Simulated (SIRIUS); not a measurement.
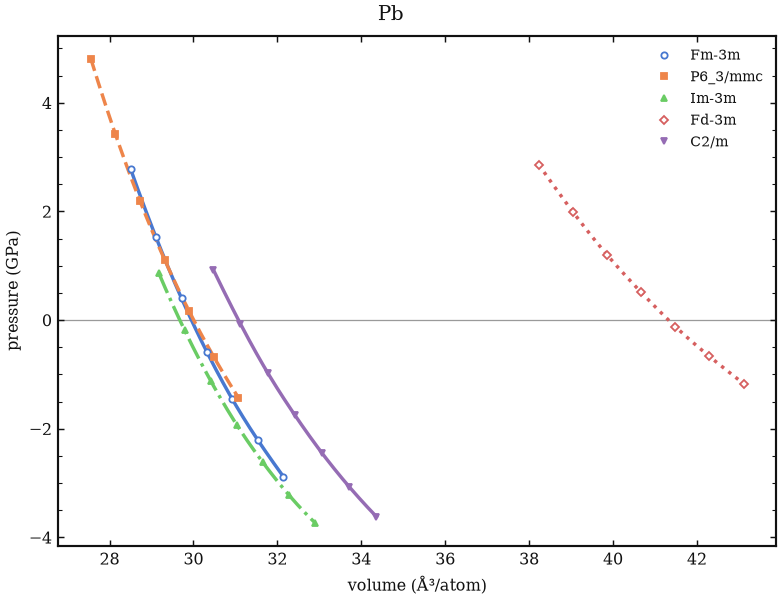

The plot gives the computed pressure against volume, with one curve for each structure, for Pb.

How it was computed, with SIRIUS 7.10.0: plane-wave DFT, no spin polarisation; energies at scaled volumes of the given cell, shape and fractions fixed, counted from the fit's minimum, third-order Birch-Murnaghan fit. Level: PBEsol.

occupations Fermi–Dirac; smearing width 0.05 eV; potentials dojo sr pbesol 0.4.1 standard; wave cutoff 765.3 eV; density cutoff 3061 eV.

Settings that differ: Fm-3m: k mesh 9×9×9; P6_3/mmc: k mesh 9×9×5; Im-3m: k mesh 9×9×9; Fd-3m: k mesh 7×7×7; C2/m: k mesh 9×9×5.

Tabulate the plotted points.

Fm-3m:
| volume (Å³/atom) | pressure (GPa) |
| --- | --- |
| 28.50 | 2.78 |
| 29.11 | 1.52 |
| 29.72 | 0.40 |
| 30.32 | −0.59 |
| 30.93 | −1.46 |
| 31.54 | −2.21 |
| 32.14 | −2.88 |

P6_3/mmc:
| volume (Å³/atom) | pressure (GPa) |
| --- | --- |
| 27.55 | 4.81 |
| 28.14 | 3.42 |
| 28.73 | 2.19 |
| 29.31 | 1.11 |
| 29.90 | 0.16 |
| 30.49 | −0.68 |
| 31.07 | −1.43 |

Im-3m:
| volume (Å³/atom) | pressure (GPa) |
| --- | --- |
| 29.17 | 0.87 |
| 29.79 | −0.19 |
| 30.41 | −1.12 |
| 31.03 | −1.93 |
| 31.65 | −2.62 |
| 32.27 | −3.22 |
| 32.90 | −3.73 |

Fd-3m:
| volume (Å³/atom) | pressure (GPa) |
| --- | --- |
| 38.23 | 2.86 |
| 39.05 | 1.99 |
| 39.86 | 1.20 |
| 40.67 | 0.51 |
| 41.49 | −0.12 |
| 42.30 | −0.67 |
| 43.11 | −1.17 |

C2/m:
| volume (Å³/atom) | pressure (GPa) |
| --- | --- |
| 30.47 | 0.93 |
| 31.12 | −0.07 |
| 31.77 | −0.97 |
| 32.42 | −1.75 |
| 33.07 | −2.45 |
| 33.71 | −3.07 |
| 34.36 | −3.62 |

Note: spin-orbit coupling left out, heavy elements.
